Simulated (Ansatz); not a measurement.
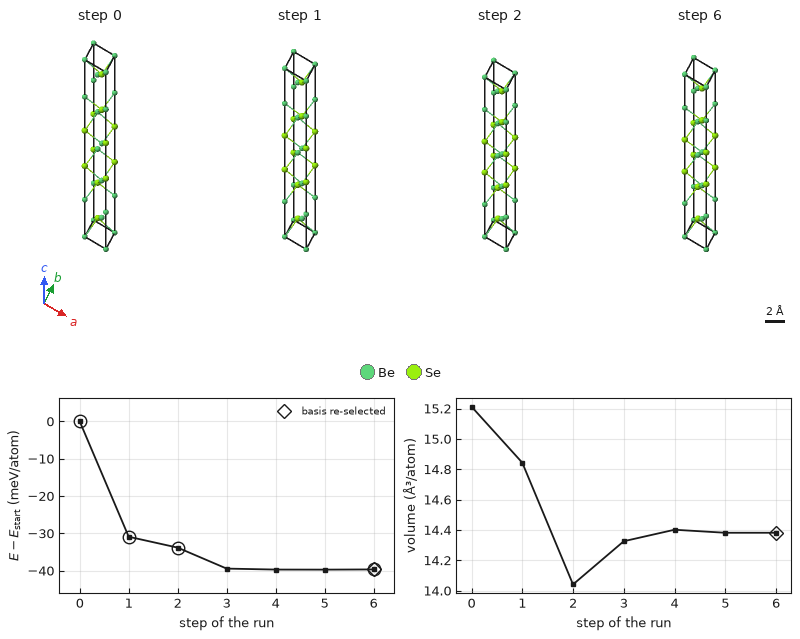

Frames of a relaxation of crystalline Be₃Se₂ (built on the tetradymite_166 type), marked on the history of the run. The picture is a ball-and-stick view of the conventional cell (3 times the calculation's cell), seen from a free direction. Lengths and directions refer to the drawn axes.

Case: tetradymite type (R-3m, No. 166).

Method: DFT PBE, scalar-relativistic, plane waves, PAW (Ansatz 0.2.0).

Input
```yaml
crystal:
  lattice:
    - [1.6794479991, 0.9696297543, 7.7850933851]
    - [-1.6794479991, 0.9696297543, 7.7850933851]
    - [0.0, -1.9392595087, 7.7850933851]
  atoms:
    - { symbol: Be, position: [0.0, 0.0, 0.0] }
    - { symbol: Be, position: [0.2095, 0.2095, 0.2095] }
    - { symbol: Be, position: [0.7905, 0.7905, 0.7905] }
    - { symbol: Se, position: [0.4, 0.4, 0.4] }
    - { symbol: Se, position: [0.6, 0.6, 0.6] }
basis:
  ecutwfc: 420
kpoints:
  mp_grid: { grid: [12, 12, 12] }
hamiltonian:
  xc: pbe
scf:
  occupations: { method: gaussian, width: 0.01 }
output:
  forces: true
  stress: true
  eigenvalues: true
relax:
  adjacent_minimum: "off"
  f_tol: 0.01
  max_steps: 80
  cell: { stress_tol: 0.05 }
```

Launched with:
```bash
ansatz run input.yaml --threads 1 --pin off --max-ram 2560MiB --backend cpu --events-out ev --progress --plain --runs-dir out
```

Question: Describe the path.

Answer: Over 5 accepted moves (6 points after the start) the energy falls by 39.6 meV per atom. Largest force component: 0.15 eV/Å at the start, 0.0034 eV/Å at the end. Pressure: −2.11 GPa at the start and −0.02 GPa at the end. At 1 point the geometry stayed and the basis and grid were re-selected for the new cell (energy shift of 0.1 meV per atom at most each time). The largest moves relative to the cell, 0.079 Å, are those of Be2 and Be3. Be2 goes along −c. Largest moves by element: Be 0.079 Å, Se 0.038 Å. Cell: a = b 3.359 → 3.410 Å (+1.5 %), c 23.355 → 21.418 Å (−8.3 %). Volume −5.5 %. Among the contacts that change: Be1–Se4 2.487 → 2.455 Å, Be2–Se5 2.354 → 2.341 Å. Among the angles between lasting bonds that change: Se4–Be1–Se4 85.0° → 88.0°, Be1–Se4–Be1 85.0° → 88.0°, Se4–Be1–Se5 95.0° → 92.0°. The space group stays R-3m (No. 166). From step 0 to 1: Be atoms move most (0.02 Å), volume −2.4 %, energy −30.9 meV per atom. From step 1 to 2: Be atoms move most (0.13 Å), volume −5.4 %, energy −2.9 meV per atom. From step 2 to 6: Be atoms move most (0.07 Å), volume +2.4 %, energy −5.8 meV per atom.
